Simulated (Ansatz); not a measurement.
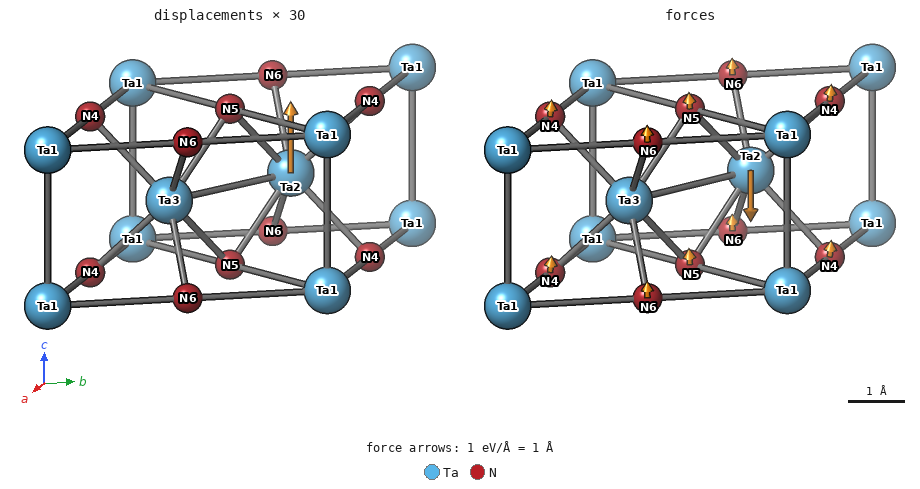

Left: crystalline TaN (set up in P6/mmm) in its unrelaxed database cell, with orange arrows for the displacements applied to it. Right: the displaced structure with the computed forces. Style: ball-and-stick. Shown: the cell of the calculation, slightly off an axis.

Theory: Ansatz, DFT PBEsol, scalar-relativistic, plane waves, PAW. Settings: plane-wave cutoff 420 eV; occupations gaussian; smearing width 0.1 eV; no spin polarisation. The k-mesh is chosen for each cell (9×9×12, 9×9×10).

> How do the forces relate to the distortion?

A single atom, Ta2, is moved by 0.04 Å along +c. No relaxation follows. Near-neighbour distances before and after: N–Ta 2.087 → 2.056 to 2.118 Å. The space group (tolerance 0.01 Å) goes from P6/mmm (No. 191) to P3m1 (No. 156). The pressure goes from 1.6 to 1.7 GPa. The principal stresses (compression positive) are 1.3 GPa along c and 1.9 GPa across it. The largest force is 0.97 eV/Å, on Ta2, along −c. The forces mostly point back along the displacements (cosine −0.86). It is metallic before and after.
